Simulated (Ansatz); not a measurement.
# From r2SCAN to G0W0: VBiO4 (Dreyerite)

How far does one-shot GW move the r2SCAN gap of VBiO4 (Dreyerite)?

Method: r2SCAN, then G0W0 on it, plane waves, PAW, in Ansatz 0.2.0.

**1. Set-up**

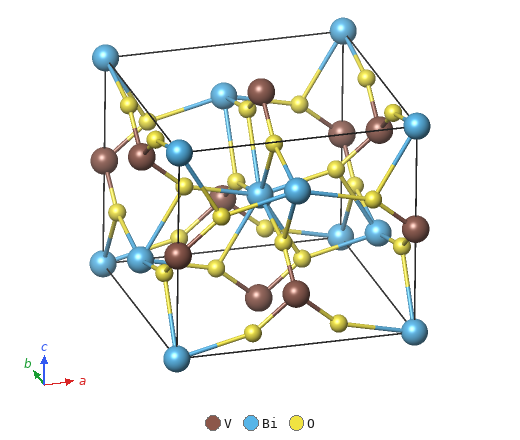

The starting structure, seen slightly off an axis (vanadium brown, bismuth blue, oxygen yellow). This picture shows the conventional cell, with its axes. Some periodic images of atoms are drawn too.

Geometry: measured cell, ions relaxed with r2SCAN. The runs that relaxed it are not among those shown. Spin-orbit coupling is left out unless a step names it.

The logs state that the PAW files were generated under PBE.

**2. Bands along the symmetry lines**

Levels along a band path and on the mesh show where this functional puts the band edges.

This step: DFT, r2SCAN, plane waves, PAW; PAW set soft_1.

input.yaml

```yaml
crystal:
  lattice:
    - [-3.6515, 3.6515, 3.292]
    - [3.6515, -3.6515, 3.292]
    - [3.6515, 3.6515, -3.292]
  atoms:
    - { symbol: V, position: [0.5, 0.5, 0.0] }
    - { symbol: V, position: [0.25, 0.75, 0.5] }
    - { symbol: Bi, position: [0.75, 0.25, 0.5] }
    - { symbol: Bi, position: [0.0, 0.0, 0.0] }
    - { symbol: O, position: [0.152062534, 0.3328889632, 0.8191735708] }
    - { symbol: O, position: [0.0828889632, 0.7637153925, 0.6808264292] }
    - { symbol: O, position: [0.5137153925, 0.3328889632, 0.1808264292] }
    - { symbol: O, position: [0.0828889632, 0.402062534, 0.3191735708] }
    - { symbol: O, position: [0.597937466, 0.9171110368, 0.6808264292] }
    - { symbol: O, position: [0.6671110368, 0.847937466, 0.1808264292] }
    - { symbol: O, position: [0.2362846075, 0.9171110368, 0.3191735708] }
    - { symbol: O, position: [0.6671110368, 0.4862846075, 0.8191735708] }
kpoints:
  mp_grid: { grid: [6, 6, 6] }
  band_path:
    path:
      - [[0.0, 0.0, 0.0], [0.0, 0.0, 0.5], [-0.5, 0.5, 0.5], [0.0, 0.0, 0.0], [0.45319689, 0.45319689, -0.45319689]]
      - [[-0.45319689, 0.54680311, 0.45319689], [-0.5, 0.5, 0.5]]
      - [[0.0, 0.0, 0.5], [0.25, 0.25, 0.25], [0.0, 0.5, 0.0], [0.0, 0.0, 0.0]]
    npoints: 10
hamiltonian:
  xc: r2scan
  pseudopotentials: { kind: paw, azcp: { folder: soft_1 } }
scf:
  occupations: { method: fermi_dirac, width: 0.02 }
  n_extra_bands: 8
output:
  eigenvalues: true
  write_density: true
  write_potential: true
  elf: true
  volumetric_format: npy
```

The run is started by

```bash
$ ansatz run input.yaml --threads 3 --pin off --max-ram 92160MiB --backend cuda --events-out ev --progress --plain --runs-dir out --devices 1 --max-vram 13GiB
```

Numbers of over 12 decimals in the logs are rounded to 6 here.

What it wrote:

```text
scf.n_extra_bands = 8 over 52 filled bands (N_el = 104.0): the run solves 60 bands
GPUs: using 1 of 1 available (devices: 1).
Engine: ansatz 0.2.0, x86_64-unknown-linux-gnu
Pseudopotentials: kind: paw
Pseudopotential: V, paw, valence charge 13, recommended cutoff 500 eV (meta_gga), soft_1/V.paw.azcp
Pseudopotential: Bi, paw, valence charge 15, recommended cutoff 500 eV (meta_gga), soft_1/Bi.paw.azcp
Pseudopotential: O, paw, valence charge 6, recommended cutoff 500 eV (meta_gga), soft_1/O.paw.azcp
Functional definition: r2SCAN
  parameter k0 = 0.174
  parameter k1 = 0.065
  parameter a1 = 4.9479
  exchange = r2scan_x(k0 = k0, k1 = k1, a1 = a1)
  correlation = r2scan_c
device memory: the entry about to start is reckoned to put 4.6 GiB on a device that reports 53.2 GiB free (of which the cap on the GPU budget leaves the run 13.0 GiB)
GPU FFT provider: cuFFT
GPU libraries: cuBLAS 13.8.2, cuFFT 12.4.0, cuSOLVER 12.3.4
Crystal: 12 atoms, lattice volume = 175.575 Å³
Basis set: ecut = 500 eV, 4449 PW (Γ), exchange–correlation on 180×180×180 points (64 copies of the dense FFT grid, shifted against one another)
Bands: 60, of which v1, the nominal top of the filled ones, is band 52 counted from 1 (51 counted from 0)
Symmetry: 16 space group operations
Space group: I41/amd (ITA 141), of the structure as read, at distance tolerance 5.6e-5 Å
k-points: 30 of 216
Non-local potential: V, projectors of the file, l = 0: 3, l = 1: 2, l = 2: 3, l = 3: 1
Non-local potential: Bi, projectors of the file, l = 0: 2, l = 1: 2, l = 2: 2, l = 3: 1
Non-local potential: O, projectors of the file, l = 0: 2, l = 1: 2, l = 2: 1
PAW form: soft (Blöchl's): semilocal exchange-correlation on the pseudo side does not see the compensation charge
PAW frozen core: V, regenerated for the run's functional (the file was generated under x = pbe(κ = 0.804, μ = 0.219515), c = pbe(β = 0.066725))
PAW frozen core: Bi, regenerated for the run's functional (the file was generated under x = pbe(κ = 0.804, μ = 0.219515), c = pbe(β = 0.066725))
PAW frozen core: O, regenerated for the run's functional (the file was generated under x = pbe(κ = 0.804, μ = 0.219515), c = pbe(β = 0.066725))
PAW one-centre angular grid: V, 590 points (default); XC on 160 Gauss nodes
PAW one-centre angular grid: Bi, 590 points (default); XC on 160 Gauss nodes
PAW one-centre angular grid: O, 302 points (default); XC on 160 Gauss nodes
Initial density: superposition of atomic densities (chi_scale 0.1, normalization cell, long waves kept (reshape's long-wave potential 0.01 eV rms))
Initial wavefunctions: pseudopotential atomic-orbital guess
GPU buffer pool allocated for 91125 grid points (all kernels)
GPU transforms: local potential and band sums: pruned to the plane-wave sphere, on 45×45×45
Functional: x = r2scan, c = r2scan; τ floored in thin density (d = 2e-4 eV/Å³)
SCF iter   1: F=—  HF=-35215.684707 eV  |F-HF|=—  |Δ(HF+E_count)|=         —  Δρ=6.67e-2  dr2=1.36e1  dr2_τ=9.56e-1  ethr=3.10e-3  ⟨swp⟩=6.0  Hψ=6384  notcnv=0
preconditioner: auto → Resta (q_TF=auto, 2.500 Å⁻¹)  ε∞=4.8  [insulator: Δε(μ)=2.052 eV  Ē_g=13.485 eV  σ=0.020 eV  W_gap=1.00  n_scr=46 (ndim 8)  ℏωp=26.3 eV  f_vac=0.026  D(μ)=0.00/eV (n_scr^D=0)  ε∞_Penn≈4.8]
SCF iter   2: F=—  HF=-35214.091517 eV  |F-HF|=—  |Δ(HF+E_count)|=    1.59e0  Δρ=4.89e-2  dr2=4.03e0  dr2_τ=2.07e-1  ethr=3.10e-3  ⟨swp⟩=3.0  Hψ=3221  notcnv=0  defer=102
SCF iter   3: F=—  HF=-35214.337533 eV  |F-HF|=—  |Δ(HF+E_count)|=   2.46e-1  Δρ=4.67e-2  dr2=4.61e0  dr2_τ=3.43e-1  ethr=3.10e-3  ⟨swp⟩=2.7  Hψ=3747  notcnv=0  defer=100
SCF iter   4: F=—  HF=-35213.930018 eV  |F-HF|=—  |Δ(HF+E_count)|=   4.08e-1  Δρ=1.18e-2  dr2=1.49e-1  dr2_τ=1.21e-2  ethr=3.10e-3  ⟨swp⟩=2.4  Hψ=2524  notcnv=0  defer=100
SCF iter   5: F=—  HF=-35213.964929 eV  |F-HF|=—  |Δ(HF+E_count)|=   3.49e-2  Δρ=2.17e-3  dr2=5.71e-3  dr2_τ=6.29e-4  ethr=1.43e-4  ⟨swp⟩=2.1  Hψ=2982  notcnv=0  defer=100
SCF iter   6: F=—  HF=-35213.968249 eV  |F-HF|=—  |Δ(HF+E_count)|=   3.32e-3  Δρ=5.04e-4  dr2=5.09e-4  dr2_τ=2.59e-5  ethr=5.49e-6  ⟨swp⟩=2.0  Hψ=2565  notcnv=0  defer=100
SCF iter   7: F=—  HF=-35213.968542 eV  |F-HF|=—  |Δ(HF+E_count)|=   2.93e-4  Δρ=2.82e-4  dr2=1.94e-4  dr2_τ=6.36e-6  ethr=4.89e-7  ⟨swp⟩=2.3  Hψ=2686  notcnv=0  defer=100
SCF iter   8: F=—  HF=-35213.968277 eV  |F-HF|=—  |Δ(HF+E_count)|=   2.66e-4  Δρ=5.43e-5  dr2=7.87e-6  dr2_τ=9.57e-8  ethr=1.86e-7  ⟨swp⟩=2.0  Hψ=2186  notcnv=0  defer=100
SCF iter   9: F=—  HF=-35213.968857 eV  |F-HF|=—  |Δ(HF+E_count)|=   5.80e-4  Δρ=9.61e-6  dr2=2.95e-7  dr2_τ=1.13e-8  ethr=7.57e-9  ⟨swp⟩=2.0  Hψ=2424  notcnv=0  defer=100
SCF iter  10: F=-35213.968857 eV  HF=-35213.968857 eV  |F-HF|=1.59e-8  |Δ(HF+E_count)|=   6.92e-8  Δρ=3.33e-6  dr2=2.81e-8  dr2_τ=9.19e-10  ethr=9.62e-11  ⟨swp⟩=9.5  Hψ=5606  notcnv=0
SCF 1 converged in 10 iterations: F = -35213.968857 eV  dr2 = 2.81e-8
  greatest PAW one-centre occupation: 1.000 electrons in one spin orbital (limit 2), on the V atom at site 1 (counted from 0), in its partial waves of l = 0
device memory: the entry about to start is reckoned to put 2.8 GiB on a device that reports 55.3 GiB free (of which the cap on the GPU budget leaves the run 13.0 GiB)
NSCF: frozen V_eff on 83 k-points
SCF converged after 10 iterations
Free energy (F): -35213.968857 eV
Harris-Foulkes:  -35213.968857 eV  (|F-HF|=1.59e-8)
Internal energy: -35213.968857 eV  (E = F + TS)
E sigma→0 (E₀):  -35213.968857 eV
Fermi energy:    7.533113 eV
--- Per-component energies (eV) ---
  E_band       = -981.743448
  E_kinetic    = 2434.356462
  E_local      = -8949.325005  (includes V_loc(G=0)·N_el)
  E_nonlocal   = 1387.755067
  E_hartree    = 3429.647732
  E_xc         = -1073.740774
  E_vxc        = -1427.814094  (∫ρ·V_xc dr)
  E_paw        = -24945.857787  (= ΣΔE_a)
  E_vpaw       = -1380.206197  (= ΣTr[D̂ρ^β])
  E_aug_tail   = 0.003532  (compensation charges beyond the density's cutoff)
  E_vtau       = 94.201965  (kinetic-family band-sum trace: ∫τ·v_τ [+ j·A + Jᵃ·Aᵃ] dr)
  E_ewald      = -7497.771717
  E_core_change = 0.963634  (= ΣΔE_core)
  E_smearing   = -0.000000  (= −TS)
  E_closure    = -0.000000  (closes the sum)
  Σ components = -35213.968857   (vs F -35213.968857, Δ=0.00e0)
--- Band table (eV; the first three rows and the last of 30) ---
  k-point 0: bands = [... 48 lower, 5.2536, 5.4227, 5.4227, 5.6508, 9.4641, 9.9995, 10.0343, 10.0459, ... 4 higher]
  k-point 1: bands = [... 48 lower, 5.2689, 5.3757, 5.5248, 5.5996, 9.4700, 9.9421, 10.0020, 10.0730, ... 4 higher]
  k-point 2: bands = [... 48 lower, 5.2863, 5.4121, 5.4477, 5.6068, 9.5248, 9.7813, 9.9696, 10.0102, ... 4 higher]
  k-point 29: bands = [... 48 lower, 5.1690, 5.1690, 5.3966, 5.3966, 9.8043, 9.8043, 9.9154, 9.9154, ... 4 higher]
```

It took 20 s on 1 × NVIDIA H100 80GB HBM3 (shared by 6 runs) with 3 threads of AMD EPYC 7R13 (Zen 3), shared host; peak memory 1.3 GiB; 11 s of CPU time.

In the SCF lines HF is the Harris–Foulkes energy and dr2 the Hartree energy of the density residual, in eV; the loop may stop once dr2 is under the threshold and the program's other checks hold. Hψ counts applications of the Hamiltonian.

Numbers from this step:

```yaml
filled_bands: 52
gap: 2.949 eV
valence_top_at: k = (0.333, 0.333, -0.333)
conduction_bottom_at: k = (0.317, 0.317, -0.317)
least_direct_gap: 2.952 eV
```

Over mesh and path the gap is 2.949 eV, from k = (0.333, 0.333, -0.333) to k = (0.317, 0.317, -0.317). The least direct gap found is 2.952 eV, at k = (0.333, 0.333, -0.333). On the 6×6×6 mesh alone the same run gives 2.952 eV, so that mesh misses an edge of r2SCAN: 2.952 − 2.949 = +0.003 eV.

The electronic bands at the labelled points (eV, zero at the top of the highest nominally filled band):

```csv
point,band 49,band 50,band 51,band 52,band 53,band 54,band 55,band 56
Γ,-0.81,-0.64,-0.64,-0.41,3.40,3.94,3.97,3.98
X,-0.73,-0.73,-0.50,-0.50,3.58,3.58,3.88,3.88
M,-0.89,-0.89,-0.67,-0.67,3.74,3.74,3.85,3.85
Γ,-0.81,-0.64,-0.64,-0.41,3.40,3.94,3.97,3.98
Z,-0.95,-0.91,-0.91,-0.38,3.44,3.88,3.88,3.91
jump to Z0,-0.95,-0.91,-0.91,-0.38,3.44,3.88,3.88,3.91
M,-0.89,-0.89,-0.67,-0.67,3.74,3.74,3.85,3.85
jump to X,-0.73,-0.73,-0.50,-0.50,3.58,3.58,3.88,3.88
P,-0.71,-0.71,-0.24,-0.24,3.23,3.23,3.65,3.65
N,-0.96,-0.72,-0.56,-0.14,3.03,3.55,3.62,3.79
Γ,-0.81,-0.64,-0.64,-0.41,3.40,3.94,3.97,3.98
```

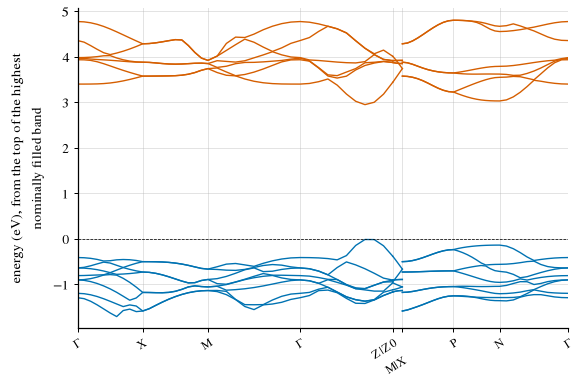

Electronic bands along the path; lines of filled and empty bands in two colours.

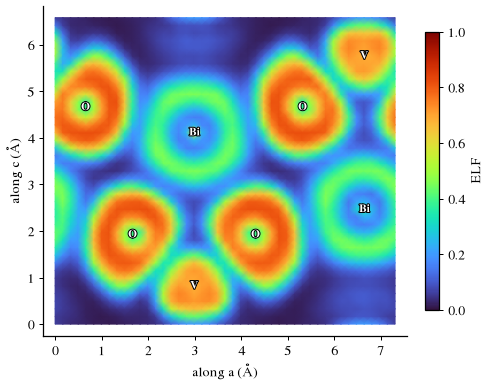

ELF in the ac plane of the conventional cell at fractional y = 0.000, with atoms of V and Bi and O within 0.2 Å of it. It is the smooth field of the valence electrons, not physical close to the nuclei. The map starts off the cell's origin, so that atoms lie inside it.

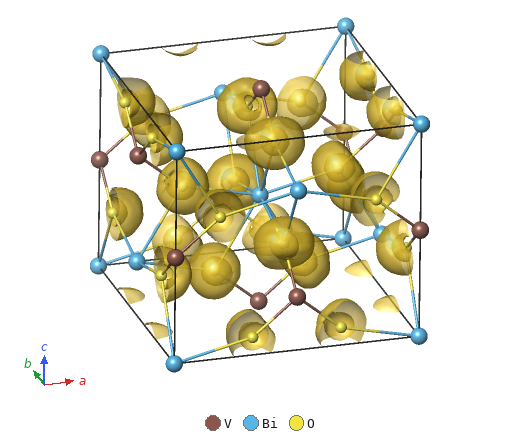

Surface of ELF = 0.75.

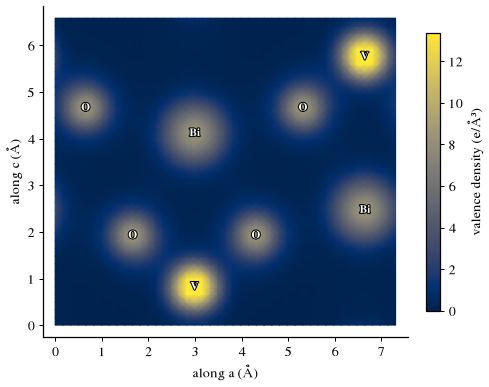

Valence density in the ac plane of the conventional cell at fractional y = 0.000, with atoms of V and Bi and O within 0.2 Å of it. It is the smooth field of the valence electrons, not physical close to the nuclei. The map starts off the cell's origin, so that atoms lie inside it.

[end of part 1 of 3]

[Paths, hosts, dates, memory and timing lines, banners, echoed tables and standing remarks are left out of the program output.]

[Logs are printed without paths, hosts, clocks, repeated set-up lines and the standing remarks that a program may print on its own settings, such as how far it seeks lower states.]

[Runs of the session that timed out or met a known fault of the program may be left out.]

[Cells called generated may have been cut or substituted from an entry of the Crystallography Open Database or the Materials Project.]

[Hosts, paths, dates, database ids (printed as entryN), source tags and the programs' standing remarks are cut or masked in the printed files.]

[Where an RPA ε∞ is given, it is that of the G0W0 mesh and is not shown converged in it. Names of k-points follow the symmetry that the program found, which can be lower than the space group named. Band edges on a path are those of the sampled points; other points can move an edge, and change direct to indirect where valleys lie close.]

[Hybrid gaps are those of their k-mesh and are not shown converged in it.]
